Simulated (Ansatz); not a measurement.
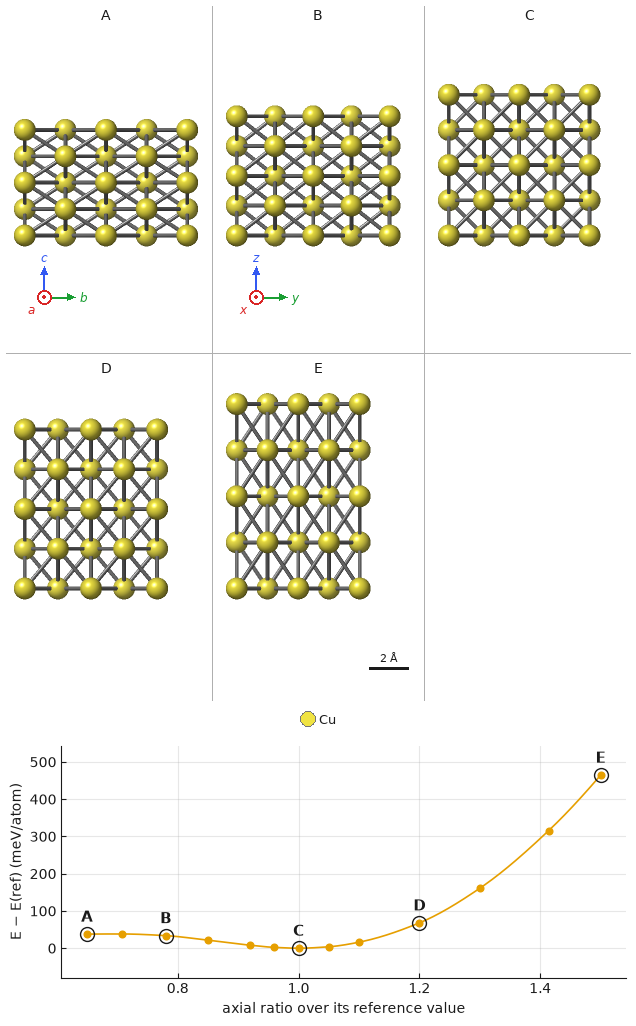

Energy scan for crystalline Cu (Fm-3m), in which the ratio of the cell's length along z to its lengths across, counted as 1 for the reference, is changed at fixed volume (a tetragonal or Bain path), with the atoms kept at their fractional coordinates. x, y and z are the Cartesian axes of the input. The lettered frames are marked on the plot. Style: ball-and-stick. Shown: the conventional cell (4 times the calculation's cell), repeated 2 × 2 × 2 with one cell outlined, along the a axis. Lengths and directions refer to the drawn axes.

Computed with Ansatz 0.2.0, DFT PBEsol, scalar-relativistic, plane waves, PAW. Settings: plane-wave cutoff 420 eV; k-point mesh 24 × 24 × 24; occupations gaussian; smearing width 0.15 eV; no spin polarisation. Energies (free energies at the smearing named) are counted from the cell as listed in its source, which wasn't relaxed.

Q: Read off the main features of the energy profile.

A: The lowest computed point lies at the relative ratio 1.00 (0 meV/atom). The unrelaxed reference is under a pressure of −6.5 GPa. The distortion takes the space group from Fm-3m to I4/mmm, except for Im-3m at 0.707. At the relative ratio 1.50 the cell of the drawing goes a 3.615 → 3.158 Å, b 3.615 → 3.158 Å, c 3.615 → 4.737 Å.
